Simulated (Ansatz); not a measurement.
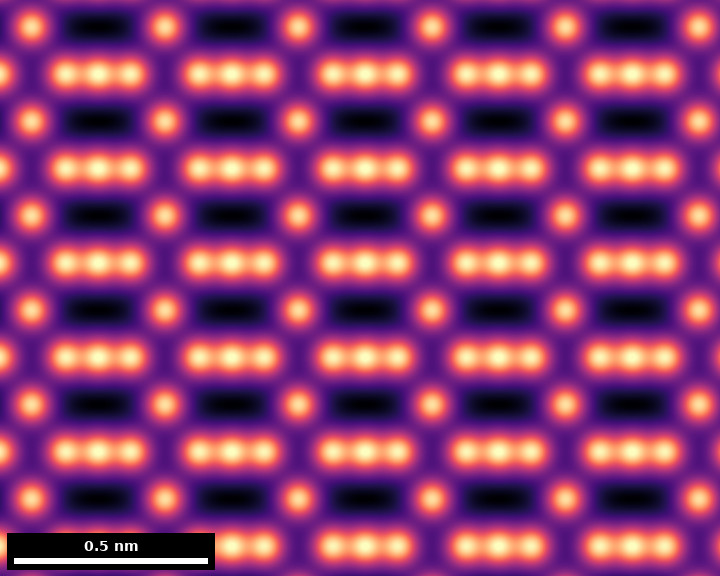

iDPC-like image of Ru. Simulated as the projected potential of neutral atoms (B = 0.5 Å²) blurred by a 0.50 Å probe, the thin-sample limit of integrated differential phase contrast. The display is stretched by a gamma of 0.65; percentages refer to the linear signal.

Give the net of the columns and its spacings.

Answer. The pattern repeats on a rectangular net of 2.4 × 3.4 Å.

What is the plane group of the image?

Answer. p2mm: mirror lines in two perpendicular directions, with twofold points where they cross.

How many columns does the smallest repeating cell hold, and how many levels of brightness?

Answer. 4 columns in the primitive cell of 8.4 Å², all of one brightness.

The crystal is Ru (Pm-3n, No. 223) seen along [110]. Structure: coordinates from a relaxation with Ansatz, DFT, RPBE, plane waves (420 eV) with PAW, scalar-relativistic; the starting structure was generated, so it need not be a known form of this composition.
